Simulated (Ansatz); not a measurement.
## Single-point calculation of Pt

System: Pt (P6₃/mmc, 2 atoms in the cell).
Method: DFT, PBE, PAW with Ansatz's default frozen-core files, scalar-relativistic, spin-polarised (Ansatz 0.2.0).

The structure derives from a Materials Project entry. It belongs to a series of runs on one base structure; here: free moments from the typed start, PAW files.

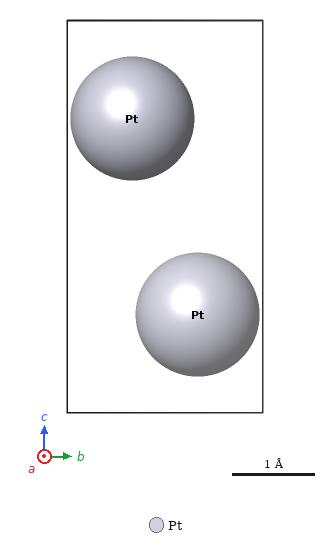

The structure (spheres-only view of the cell of the calculation, along the a axis).

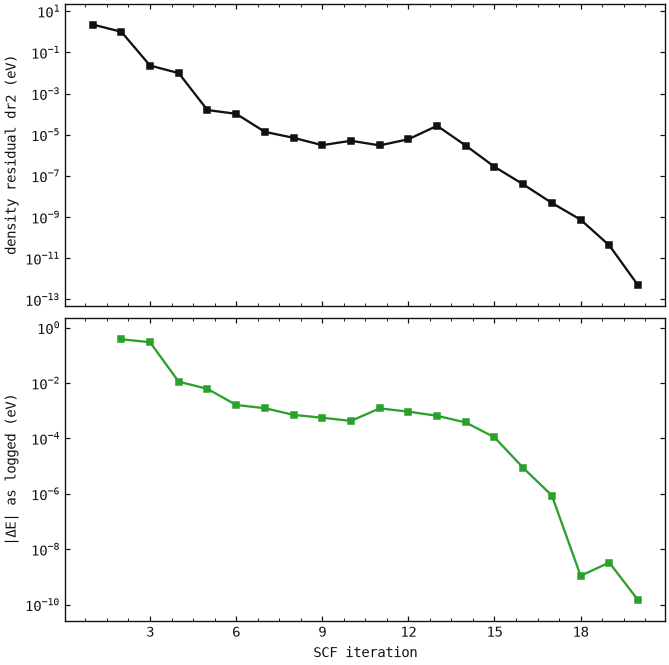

Convergence of the self-consistent field: density residual dr2 and size of the energy change against the SCF iteration. The residual comes down, with one marked jump up, by a factor of about 5, at step 13.

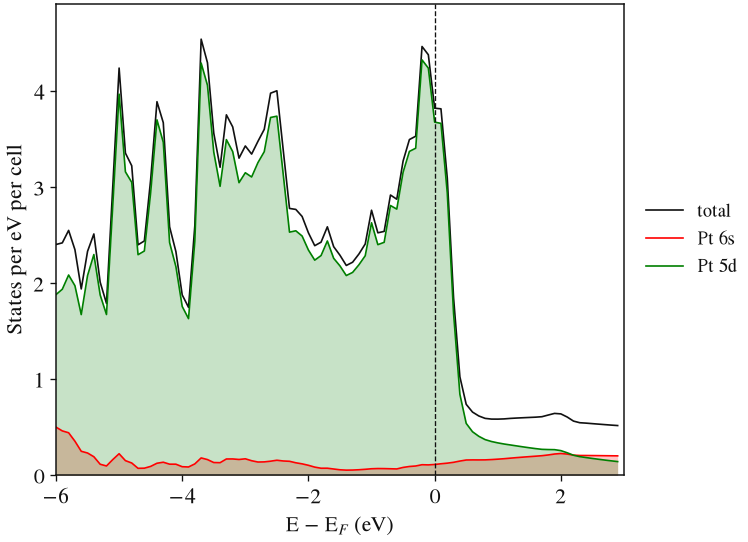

Density of states (projected on Löwdin-orthogonalised atomic shells), with energies from the Fermi level. There are states at the Fermi level: a metal at this level of theory.

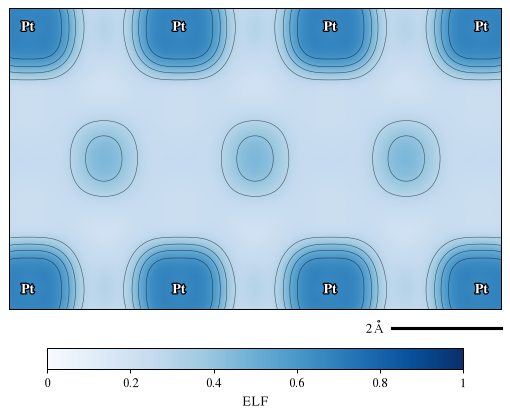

Electron localisation function on the (100) plane of the conventional cell. Atoms in the plane: Pt. Pt–Pt (2.76 Å): the ELF is about 0.30 at the midpoint (no localised pair between them). The strong features right at Pt lie inside the PAW spheres (semicore, d or f shells) and say nothing about bonding. In a PAW calculation such maps are meaningful between the atoms, not at the nuclei.

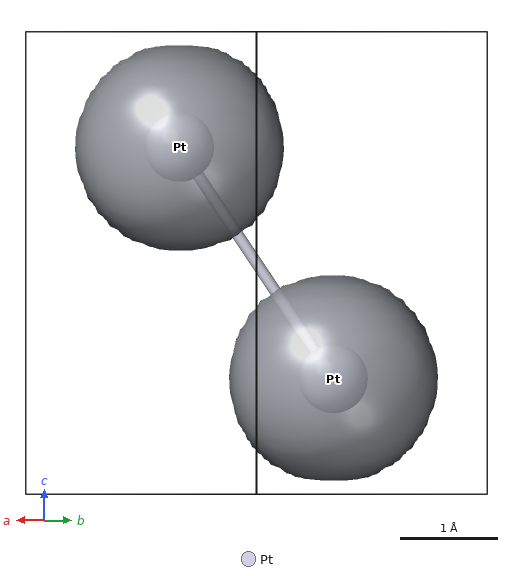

Isosurface of the valence charge density (pseudo) at 0.6 e/Å³ (grey), seen along [110]. Sticks mark near contacts. The outline is the cell set on symmetry axes. At this value the density breaks into separate islands; it holds about 80 % of the electrons treated as valence (semicore included). It is pinched off along the Pt–Pt (2.76 Å) and Pt–Pt (2.88 Å) contacts. On the grid the lowest density along these lines, outside the cores, is 0.39 e/Å³ (Pt–Pt, 2.76 Å) and 0.31 e/Å³ (Pt–Pt, 2.88 Å).

The input and output of the run follow.

Input file
```yaml
crystal:
  lattice:
    - [2.7606656158, 0.0, 0.0]
    - [-1.3803328079, 2.3908065546, 0.0]
    - [0.0, 0.0, 4.792134]
  atoms:
    - { symbol: Pt, position: [0.6666666667, 0.3333333333, 0.75], spin: 0.6 }
    - { symbol: Pt, position: [0.3333333333, 0.6666666667, 0.25], spin: 0.6 }
magnetization:
  spin_polarized: true
kpoints:
  mp_grid: { grid: [12, 12, 6] }
scf:
  occupations: { method: fermi_dirac, width: 0.03 }
  lower_state_search: "off"
hamiltonian:
  xc: pbe
  pseudopotentials: { kind: paw }
output:
  forces: true
  stress: true
  eigenvalues: true
  populations: true
  dos: { projected: true, de: 0.1, e_range: [-8, 5] }
  write_density: true
  write_potential: true
  elf: true
  volumetric_format: npy
```

Run as:
```bash
ansatz run input.yaml --threads 1 --pin off --max-ram 3072MiB --backend cpu --events-out ev --progress --plain --runs-dir out
```

Log
```
Engine: ansatz 0.2.0, aarch64-unknown-linux-gnu
Pseudopotentials: kind: paw
Pseudopotential: Pt, paw, valence charge 18, recommended cutoff 420 eV (normal), Pt.paw.azcp
Functional definition: PBE
  parameter kappa = 0.804
  parameter beta = 0.06672455060314922
  exchange = pbe_x(kappa = kappa, mu = beta*pi^2/3)
  correlation = pbe_c(beta = beta)
Crystal: 2 atoms, lattice volume = 31.629 Å³
Basis set: ecut = 420 eV, 623 PW (Γ), exchange–correlation on 40×40×72 points (8 copies of the dense FFT grid, shifted against one another)
Bands: 23, of which v1, the nominal top of the filled ones, is band 18 counted from 1 (17 counted from 0)
Symmetry: 24 space group operations
Space group: P63/mmc (ITA 194), of the structure as read, at distance tolerance 3.2e-5 Å
Magnetic group: BNS 194.263 (UNI 1493), of the structure as read, at distance tolerance 3.2e-5 Å
k-points: 76 of 864
Non-local potential: Pt, projectors of the file, l = 0: 3, l = 1: 2, l = 2: 2, l = 3: 1
PAW form: soft (Blöchl's): semilocal exchange-correlation on the pseudo side does not see the compensation charge
PAW one-centre angular grid: Pt, 590 points (default); XC on 64 Gauss nodes
Initial density: superposition of atomic densities (chi_scale 0.1, normalization cell)
Starting moments: Σ|m| = 1.2 μB on 2 of 2 sites
Initial wavefunctions: pseudopotential atomic-orbital guess
Functional: x = pbe(κ = 0.804, μ = 0.2195149727645171), c = pbe(β = 0.06672455060314922)
SCF iter   1: F=—  HF=-25046.561604 eV  |F-HF|=—  |Δ(HF+E_count)|=         —  Δρ=5.70e-2 (↑5.70e-2 ↓3.52e-2)  dr2=2.25e0  dr2_m=1.21e-1  M=0.611 μB ∫|m|=0.617 μB  β_m=0.30  ethr=3.10e-3  ⟨swp⟩=4.9  Hψ=13430  notcnv=0
preconditioner: auto → Kerker (q_TF=auto, 2.788 Å⁻¹)  [metal: Δε(μ)=0.002 eV  Ē_g=10.279 eV  σ=0.030 eV  W_gap=0.02  n_scr=10 (ndim 8)  ℏωp=29.5 eV  f_vac=0.000  D(μ)=3.78/eV (n_scr^D=42)]
spin=Collinear: Kerker preconditioning applied to the charge; magnetization (m = ρ↑ − ρ↓) channel mixes plain (no charge-response kernel on spin).
SCF iter   2: F=—  HF=-25046.184945 eV  |F-HF|=—  |Δ(HF+E_count)|=   3.77e-1  Δρ=3.89e-2 (↑3.89e-2 ↓2.45e-2)  dr2=1.00e0  dr2_m=6.57e-2  M=0.579 μB ∫|m|=0.588 μB  β_m=0.30  ethr=3.10e-3  ⟨swp⟩=2.0  Hψ=5309  notcnv=0  defer=58
SCF iter   3: F=—  HF=-25045.888219 eV  |F-HF|=—  |Δ(HF+E_count)|=   2.97e-1  Δρ=1.49e-2 (↑8.36e-3 ↓1.49e-2)  dr2=2.29e-2  dr2_m=2.88e-2  M=0.598 μB ∫|m|=0.606 μB  β_m=0.30  ethr=2.78e-3  ⟨swp⟩=2.0  Hψ=5568  notcnv=0  defer=58
SCF iter   4: F=—  HF=-25045.899322 eV  |F-HF|=—  |Δ(HF+E_count)|=   1.11e-2  Δρ=1.05e-2 (↑7.25e-3 ↓1.05e-2)  dr2=9.82e-3  dr2_m=1.80e-2  M=0.564 μB ∫|m|=0.574 μB  β_m=0.30  ethr=6.36e-5  ⟨swp⟩=2.0  Hψ=5200  notcnv=0  defer=60
SCF iter   5: F=—  HF=-25045.905463 eV  |F-HF|=—  |Δ(HF+E_count)|=   6.14e-3  Δρ=6.26e-3 (↑6.26e-3 ↓6.26e-3)  dr2=1.58e-4  dr2_m=1.12e-2  M=0.537 μB ∫|m|=0.549 μB  β_m=0.30  ethr=2.73e-5  ⟨swp⟩=2.5  Hψ=5851  notcnv=0  defer=60
SCF iter   6: F=—  HF=-25045.907070 eV  |F-HF|=—  |Δ(HF+E_count)|=   1.61e-3  Δρ=5.21e-3 (↑5.21e-3 ↓5.00e-3)  dr2=1.04e-4  dr2_m=7.51e-3  M=0.511 μB ∫|m|=0.523 μB  β_m=0.30  ethr=4.38e-7  ⟨swp⟩=2.1  Hψ=5355  notcnv=0  defer=60
SCF iter   7: F=—  HF=-25045.908295 eV  |F-HF|=—  |Δ(HF+E_count)|=   1.23e-3  Δρ=4.22e-3 (↑4.22e-3 ↓4.22e-3)  dr2=1.38e-5  dr2_m=5.15e-3  M=0.488 μB ∫|m|=0.500 μB  β_m=0.30  ethr=2.89e-7  ⟨swp⟩=2.0  Hψ=5971  notcnv=0  defer=60
SCF iter   8: F=—  HF=-25045.909000 eV  |F-HF|=—  |Δ(HF+E_count)|=   7.05e-4  Δρ=3.57e-3 (↑3.57e-3 ↓3.57e-3)  dr2=7.07e-6  dr2_m=3.68e-3  M=0.467 μB ∫|m|=0.479 μB  β_m=0.30  ethr=3.83e-8  ⟨swp⟩=2.0  Hψ=5592  notcnv=0  defer=60
SCF iter   9: F=—  HF=-25045.909557 eV  |F-HF|=—  |Δ(HF+E_count)|=   5.57e-4  Δρ=3.07e-3 (↑3.07e-3 ↓3.06e-3)  dr2=3.12e-6  dr2_m=2.72e-3  M=0.447 μB ∫|m|=0.460 μB  β_m=0.30  ethr=1.96e-8  ⟨swp⟩=2.0  Hψ=6201  notcnv=0  defer=60
Mixer restart at iter 9: flushing history
spin-set hold released at iteration 9 (site moments contracting): the magnetisation degrees of freedom join the quasi-Newton model from the next iteration; the mixer history was flushed
SCF iter  10: F=—  HF=-25045.909984 eV  |F-HF|=—  |Δ(HF+E_count)|=   4.27e-4  Δρ=2.69e-3 (↑2.69e-3 ↓2.68e-3)  dr2=5.10e-6  dr2_m=2.08e-3  M=0.429 μB ∫|m|=0.442 μB  β_m=0.34  ethr=8.68e-9  ⟨swp⟩=2.0  Hψ=4989  notcnv=0  defer=60
SCF iter  11: F=—  HF=-25045.911194 eV  |F-HF|=—  |Δ(HF+E_count)|=   1.21e-3  Δρ=1.70e-3 (↑1.70e-3 ↓1.68e-3)  dr2=3.04e-6  dr2_m=8.27e-4  M=0.361 μB ∫|m|=0.371 μB  β_m=0.43  ethr=8.68e-9  ⟨swp⟩=3.2  Hψ=7340  notcnv=0  defer=60
SCF iter  12: F=—  HF=-25045.912118 eV  |F-HF|=—  |Δ(HF+E_count)|=   9.24e-4  Δρ=9.61e-4 (↑9.61e-4 ↓9.42e-4)  dr2=6.03e-6  dr2_m=2.56e-4  M=0.275 μB ∫|m|=0.283 μB  β_m=0.40  ethr=8.44e-9  ⟨swp⟩=3.1  Hψ=7504  notcnv=0  defer=60
SCF iter  13: F=—  HF=-25045.912772 eV  |F-HF|=—  |Δ(HF+E_count)|=   6.54e-4  Δρ=7.11e-4 (↑7.11e-4 ↓6.41e-4)  dr2=2.72e-5  dr2_m=1.07e-4  M=0.179 μB ∫|m|=0.185 μB  β_m=0.96  ethr=8.44e-9  ⟨swp⟩=3.1  Hψ=7845  notcnv=0  defer=60
SCF iter  14: F=—  HF=-25045.913147 eV  |F-HF|=—  |Δ(HF+E_count)|=   3.75e-4  Δρ=3.20e-4 (↑3.20e-4 ↓3.18e-4)  dr2=2.97e-6  dr2_m=2.70e-5  M=0.092 μB ∫|m|=0.094 μB  β_m=0.98  ethr=8.44e-9  ⟨swp⟩=3.1  Hψ=8357  notcnv=0  defer=60
SCF iter  15: F=—  HF=-25045.913256 eV  |F-HF|=—  |Δ(HF+E_count)|=   1.09e-4  Δρ=1.06e-4 (↑1.06e-4 ↓1.01e-4)  dr2=2.77e-7  dr2_m=2.75e-6  M=0.026 μB ∫|m|=0.027 μB  β_m=0.99  ethr=8.25e-9  ⟨swp⟩=3.2  Hψ=7735  notcnv=0  defer=60
SCF iter  16: F=—  HF=-25045.913265 eV  |F-HF|=—  |Δ(HF+E_count)|=   8.64e-6  Δρ=3.40e-5 (↑3.40e-5 ↓2.99e-5)  dr2=3.90e-8  dr2_m=2.52e-7  M=0.008 μB ∫|m|=0.008 μB  β_m=0.99  ethr=2.78e-10  ⟨swp⟩=11.0  Hψ=24963  notcnv=0
iter 17 did not close the SCF: its close was put off for a magnetic moment that had not settled (scf_convergence_deferred on its scf_iter line)
SCF iter  17: F=-25045.913266 eV  HF=-25045.913266 eV  |F-HF|=1.35e-10  |Δ(HF+E_count)|=   8.64e-7  Δρ=5.77e-6 (↑5.77e-6 ↓3.72e-6)  dr2=4.85e-9  dr2_m=2.36e-9  M=0.000 μB ∫|m|=0.000 μB  β_m=1.00  ethr=1.08e-10  ⟨swp⟩=8.6  Hψ=22521  notcnv=0
iter 18 did not close the SCF: its close was put off for a magnetic moment that had not settled (scf_convergence_deferred on its scf_iter line)
SCF iter  18: F=-25045.913266 eV  HF=-25045.913266 eV  |F-HF|=1.24e-10  |Δ(HF+E_count)|=   1.10e-9  Δρ=2.69e-6 (↑2.69e-6 ↓2.38e-6)  dr2=7.49e-10  dr2_m=1.05e-9  M=-0.001 μB ∫|m|=0.001 μB  β_m=1.00  ethr=1.35e-11  ⟨swp⟩=4.2  Hψ=17532  notcnv=0
iter 19 did not close the SCF: its close was put off for a magnetic moment that had not settled (scf_convergence_deferred on its scf_iter line)
SCF iter  19: F=-25045.913266 eV  HF=-25045.913266 eV  |F-HF|=1.09e-11  |Δ(HF+E_count)|=   3.29e-9  Δρ=6.10e-7 (↑6.10e-7 ↓5.32e-7)  dr2=4.24e-11  dr2_m=5.36e-11  M=-0.000 μB ∫|m|=0.000 μB  β_m=1.00  ethr=2.08e-12  ⟨swp⟩=4.0  Hψ=17348  notcnv=0
SCF iter  20: F=-25045.913266 eV  HF=-25045.913266 eV  |F-HF|=1.46e-11  |Δ(HF+E_count)|=  1.46e-10  Δρ=6.62e-8 (↑6.62e-8 ↓5.76e-8)  dr2=4.90e-13  dr2_m=7.08e-13  M=-0.000 μB ∫|m|=0.000 μB  ethr=1.00e-12  ⟨swp⟩=3.8  Hψ=15279  notcnv=0
WARN: the starting moments were not kept: the SCF closed with an absolute magnetisation of 1.3e-5 μB, where they sum to 1.2 μB in size (2 sites). That is at most 0.1 of that sum. Measured as dr2_m measures the in/out step, that magnetisation stands 4.4e-11 eV from none, at or under the dr2_threshold of 1.0e-7 eV: it is no larger than a step whose dr2_m would equal this threshold. The system may hold no moment; this SCF shows only that its start led to no more than that. To try another start: raise the starting moments (crystal.atoms[].spin, magnetization.per_species, magnetization.initial_magnetization, or on a non-collinear deck that types none of these the spinor_matrix: blocks that start its atoms; where the total moment is fixed, keep their sum and leave initial_magnetization as it is; typed ones take the place of any that the run laid by itself, positive ones on a crystal's lanthanoids without a Hubbard term where scf.initial_density.shell_occupations: [] is typed) or, if the notice of its spin-set hold's release reads "site moments contracting" or "site moments show no strong build", lengthen the hold (scf.mixing.spin_hold: { on: { confirm: 4 } }; for m-r²SCAN on two components see the key's manual first). Each may lead to a state that holds a moment. A second SCF, from the converged charge density, with the starting moments and any scf.initial_density.shell_occupations laid on it anew, would have followed, and was not run: the deck does not ask for one (magnetization.retry_lost_moments is false, the default). To let it run, set magnetization.retry_lost_moments: true and run the deck again, where that key's refused combinations let it; where memory then withholds it, that run's warning says so.
SCF 1 converged in 20 iterations: F = -25045.913266 eV  dr2 = 4.90e-13
  greatest PAW one-centre occupation: 1.000 electrons in one spin orbital (limit 2), on the Pt atom at site 1 (counted from 0), in its partial waves of l = 0
SCF converged after 20 iterations
Magnetization: -0.0000 μB (18.0000 up, 18.0000 down)
Absolute magnetization: 0.0000 μB (∫|ρ↑−ρ↓|, with the PAW one-centre terms)
Spin contamination: 0.0000 ħ² per cell (⟨S²⟩ above its minimum at these occupations)
Per-site moments (μB) at R_I (Å): [(-6.36217405783062e-6, 1.1387745665086855), (-6.362174057678651e-6, 1.1387745665086855)]
Free energy (F): -25045.913266 eV
Harris-Foulkes:  -25045.913266 eV  (|F-HF|=1.46e-11)
Internal energy: -25045.899441 eV  (E = F + TS)
E sigma→0 (E₀):  -25045.906353 eV
Entropy (-TS):   -0.013825 eV (-6.913 meV/atom)
Fermi energy:    21.919038 eV
--- Per-component energies (eV) ---
  E_band       = -300.381013
  E_kinetic    = 1273.748442
  E_local      = -3054.057523  (includes V_loc(G=0)·N_el)
  E_nonlocal   = 399.764837
  E_hartree    = 1130.848374
  E_xc         = -522.977523
  E_vxc        = -604.892790  (∫ρ·V_xc dr)
  E_paw        = -18907.835669  (= ΣΔE_a)
  E_vpaw       = -576.641136  (= ΣTr[D̂ρ^β])
  E_aug_tail   = 0.000401  (compensation charges beyond the density's cutoff)
  E_ewald      = -5365.390779
  E_smearing   = -0.013825  (= −TS)
  E_closure    = 0.000000  (closes the sum)
  Σ components = -25045.913266   (vs F -25045.913266, Δ=0.00e0)
--- Forces (eV/Å), atoms counted from 1 ---
  atom   1  Pt     0.00000000     0.00000000    -0.00000000
  atom   2  Pt    -0.00000000    -0.00000000     0.00000000
  max |Σ_I F_I| component: 0.00e0 eV/Å
--- Stress (GPa, compression-positive) ---
       -0.782065      -0.000000      -0.000000
        0.000000      -0.782065      -0.000000
       -0.000000      -0.000000      -0.922011
  P = ⅓ Tr σ = -0.8287 GPa (-8.287 kbar)
--- Band table (eV; the first three rows and the last of 152) ---
  k-point 0 ↑: bands = ["-76.3658", "-76.3468", "-30.6489", "-30.4582", "-30.4582", "-30.4185", "-30.4185", "-30.3215", "12.2468", "14.8846", "17.9989", "18.5216", "18.5216", "18.8856", "18.8856", "20.1377", "20.1377", "21.2123", "21.7133", "21.7133", "26.6109", "37.0346", "37.6021"]
  k-point 1 ↑: bands = ["-76.3645", "-76.3481", "-30.6273", "-30.4556", "-30.4556", "-30.4212", "-30.4212", "-30.3438", "12.4819", "14.8457", "17.9432", "18.4908", "18.4908", "18.8194", "18.8194", "20.2286", "20.3058", "20.3058", "21.6632", "21.6632", "28.0399", "36.3899", "38.2864"]
  k-point 2 ↑: bands = ["-76.3611", "-76.3516", "-30.5682", "-30.4483", "-30.4483", "-30.4284", "-30.4284", "-30.4045", "13.1312", "14.6136", "17.8542", "18.4672", "18.4672", "18.6685", "18.6685", "18.7763", "20.7022", "20.7022", "21.4815", "21.4815", "30.8727", "35.6551", "37.8813"]
  k-point 75 ↓: bands = ["-76.3296", "-76.3296", "-30.7288", "-30.7288", "-30.7033", "-30.7033", "-30.4065", "-30.4065", "16.8720", "16.8720", "17.4648", "17.4648", "18.2938", "18.2938", "19.5409", "19.5409", "21.7634", "21.7634", "28.4921", "28.4921", "28.5323", "28.5323", "30.7167"]
--- Löwdin populations: 2 sites ---
  site symbol       q [e]    m [muB]
     0     Pt     17.8553    -0.0000
     1     Pt     17.8553    -0.0000
  spilling = 0.008041 (of n_electrons = 36.000000)
```

File populations.tsv
```
# site	symbol	l	j	q_up	q_dn
# orbitals = lowdin
# n_electrons = 36.000000
# spilling = 0.008041
0	Pt	0_5S	-	0.993046	0.993046
0	Pt	0_6S	-	0.479046	0.479046
0	Pt	1_5P	-	2.998836	2.998836
0	Pt	2_5D	-	4.456701	4.456707
1	Pt	0_5S	-	0.993046	0.993046
1	Pt	0_6S	-	0.479046	0.479046
1	Pt	1_5P	-	2.998836	2.998836
1	Pt	2_5D	-	4.456701	4.456707
```

File v_z.tsv
```
# z_ang	v_es[eV]	v_tot_up[eV]	v_tot_dn[eV]
# format = ansatz-planar-average/11
# xc	pbe
# density_cutoff_ev	1680
# datasets	Pt=:simpson_from_first_knot:soft
# lattice	2.760665616	0.000000000	0.000000000
# lattice	-1.380332808	2.390806555	0.000000000
# lattice	0.000000000	0.000000000	4.792134000
# sites	2
# site	78	1.380332808	0.796935518	3.594100500
# site	78	0.000000000	1.593871036	1.198033500
0.000000	2.262748e1	1.247279e1	1.247279e1
0.133115	2.219250e1	1.186161e1	1.186161e1
0.266230	2.066420e1	9.789084e0	9.789083e0
0.399344	1.766906e1	5.883767e0	5.883765e0
0.532459	1.342432e1	4.534935e-1	4.534912e-1
0.665574	8.689094e0	-5.572422e0	-5.572424e0
0.798689	4.224756e0	-1.122239e1	-1.122239e1
0.931804	5.898212e-1	-1.576619e1	-1.576619e1
1.064919	-1.803701e0	-1.871081e1	-1.871081e1
1.198033	-2.643123e0	-1.973077e1	-1.973077e1
1.331148	-1.803701e0	-1.871081e1	-1.871081e1
1.464263	5.898212e-1	-1.576619e1	-1.576619e1
1.597378	4.224756e0	-1.122239e1	-1.122239e1
1.730493	8.689094e0	-5.572422e0	-5.572424e0
1.863608	1.342432e1	4.534935e-1	4.534912e-1
1.996722	1.766906e1	5.883767e0	5.883765e0
2.129837	2.066420e1	9.789084e0	9.789083e0
2.262952	2.219250e1	1.186161e1	1.186161e1
2.396067	2.262748e1	1.247279e1	1.247279e1
2.529182	2.219250e1	1.186161e1	1.186161e1
2.662297	2.066420e1	9.789084e0	9.789083e0
2.795412	1.766906e1	5.883767e0	5.883765e0
2.928526	1.342432e1	4.534935e-1	4.534912e-1
3.061641	8.689094e0	-5.572422e0	-5.572424e0
3.194756	4.224756e0	-1.122239e1	-1.122239e1
3.327871	5.898212e-1	-1.576619e1	-1.576619e1
3.460986	-1.803701e0	-1.871081e1	-1.871081e1
3.594100	-2.643123e0	-1.973077e1	-1.973077e1
3.727215	-1.803701e0	-1.871081e1	-1.871081e1
3.860330	5.898212e-1	-1.576619e1	-1.576619e1
3.993445	4.224756e0	-1.122239e1	-1.122239e1
4.126560	8.689094e0	-5.572422e0	-5.572424e0
4.259675	1.342432e1	4.534935e-1	4.534912e-1
4.392790	1.766906e1	5.883767e0	5.883765e0
4.525904	2.066420e1	9.789084e0	9.789083e0
4.659019	2.219250e1	1.186161e1	1.186161e1
```

Key numbers

| quantity | value |
| --- | --- |
| outcome | converged |
| space group (tolerance 0.01 Å) | P6₃/mmc (194) |
| electrons treated | 36 |
| free energy | −25045.9133 eV |
| Fermi energy | 21.919 eV |
| net moment of the cell | 0.00 μB |
| integrated absolute moment | 0.00 μB |
| pressure | −0.83 GPa |
| electronic character | metal |
| largest force (length of the vector) | under 0.001 eV/Å |
| hardware | 1 thread of Arm Neoverse V1, 24 GiB of memory available, shared host |
| wall time | 17 s |
| peak memory | 0.34 GiB |

Remarks

Warnings of the run: some starting moments were not kept. Spin–orbit coupling is left out, which matters for Pt.
